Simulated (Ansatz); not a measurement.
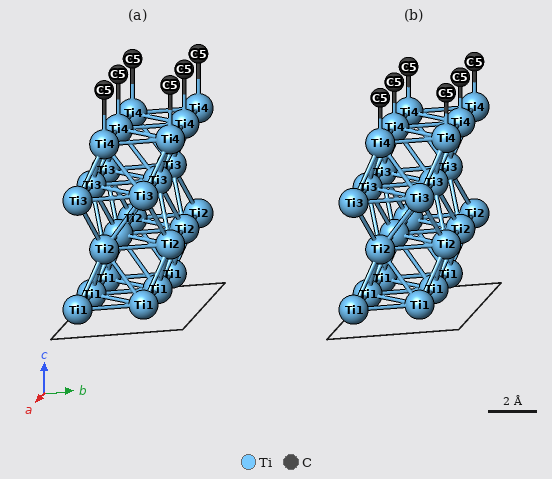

The structure of a slab of composition Ti4C (cut from the P6_3/mmc phase) before (left) and after (right) a constrained relaxation, at one scale.

Style: ball-and-stick. Shown: the 3 × 2 repeat of the cell, outlined in the plane, without the vacuum, slightly off an axis.

Case: C put at a top Ti site. The slab is the (0 0 1) face of Ti with C on it. 2 atoms are held fixed.

Method: Ansatz, DFT r2SCAN, scalar-relativistic, plane waves, PAW. Set-up: plane-wave cutoff 500 eV; k-point mesh 12 × 12 × 1; occupations gaussian; smearing width 0.1 eV; no spin polarisation; dipole correction; atoms relaxed in a fixed cell; force threshold 0.03 eV/Å; at most 70 steps.

**Summarise the run.**

The energy falls by 0.630 eV per cell of the calculation in 3 accepted moves (4 points after the start). Largest force component: 2.8 eV/Å at the start, 0.0097 eV/Å at the end. 1 step only repeated the SCF at the same geometry. C5 moves most: 0.34 Å along the normal (−c). Largest moves by element: C 0.34 Å, Ti 0.09 Å. The lattice vectors keep their values. Some distances before and after: Ti4–C5 2.360 → 1.966 Å, Ti3–Ti4 2.741 → 2.859 Å, Ti2–Ti3 2.949 → 2.874 Å. Cost: 2.7 min on 1 thread of Arm Neoverse V2 (shared host), peak memory 0.89 GiB.

Limits of the set-up: the periodic images lie only 2.9 Å apart, so the values are limited by the cell's size.
